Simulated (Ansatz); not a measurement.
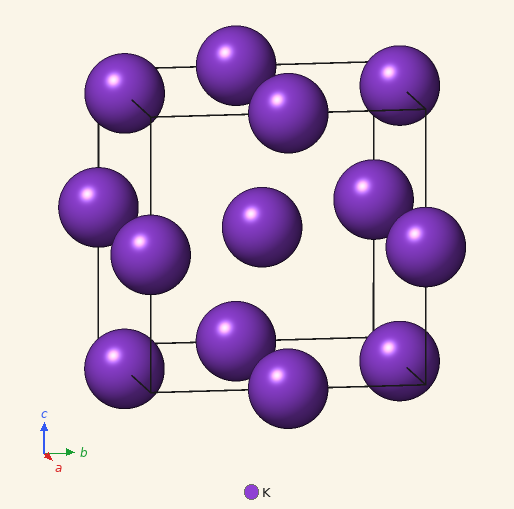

This spheres-only model is shown slightly off an axis. The drawn cell (a repeat of the simulation cell) is drawn as a box.

K, a = 6.664 Å, b = 6.664 Å, c = 6.664 Å, α = 90.21°, β = 89.79°, γ = 89.79°. Strictly the space group is R-3m (No. 166, within 0.01 Å). It is a distorted form of a face-centred cubic structure, space group Fm-3m (No. 225) within 0.25 Å: face-centred cubic (Cu type). Provenance: a structure type filled with this element by a generator (whether the element takes this form wasn't checked). Earlier steps of the study may have refined or changed the cell and positions. It went into a calculation with Ansatz.

This one geometry was computed with Ansatz (DFT, plane waves, PAW) at three levels of theory: LDA, PBE and r2SCAN.

**How does the band gap change with the level of theory?**

All levels give a metal.

**Collect the results in a table.**

| level | cutoff (eV) | k-mesh of the run's cell | gap (eV) | pressure (GPa) |
| --- | --- | --- | --- | --- |
| LDA | 420 | 12×12×12 | metal | -0.5 |
| PBE | 420 | 12×12×12 | metal | 0.0 |
| r2SCAN | 500 | 12×12×12 | metal | 0.1 |

Gaps are taken on the k-mesh or band path of each run.
